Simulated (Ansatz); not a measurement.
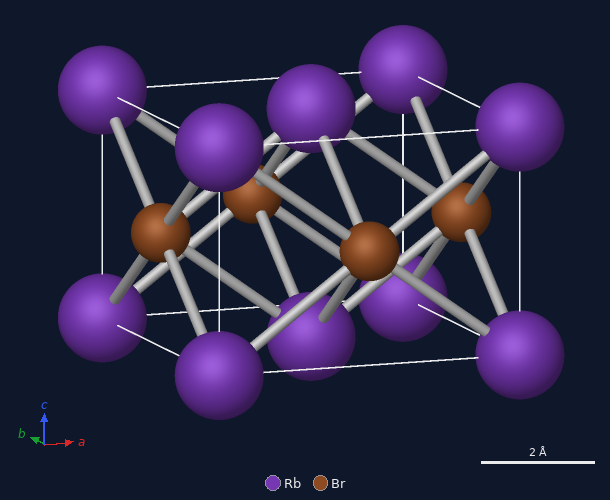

The figure gives a ball-and-stick picture of the atoms, viewed slightly off an axis. The parallelepiped is the conventional unit cell.

RbBr, space group Cmmm (No. 65), a = 5.711 Å, b = 5.954 Å, c = 4.124 Å, α = 90.00°, β = 90.00°, γ = 90.00°. Provenance: a structure listed in the Materials Project. The cell was then strained or its atoms displaced on purpose. It went into a calculation with Ansatz.

This one geometry was computed with Ansatz (DFT, plane waves, PAW) at three levels of theory: PBE, HSE06 and r2SCAN. It was relaxed with r2SCAN and then strained.

### How does the band gap change with the level of theory?

PBE: a gap of 4.09 eV, indirect; r2SCAN: a gap of 4.84 eV, indirect; HSE06: a gap of 5.27 eV, indirect.

### Collect the results in a table.

| level | cutoff (eV) | k-mesh of the run's cell | gap (eV) | pressure (GPa) |
| --- | --- | --- | --- | --- |
| PBE | 420 | 6×6×6 | 4.09 | 0.9 |
| HSE06 | 420 | 4×4×4 | 5.27 | 0.5 |
| r2SCAN | 500 | 6×6×6 | 4.84 | 0.1 |

Gaps are taken on the k-mesh or band path of each run.
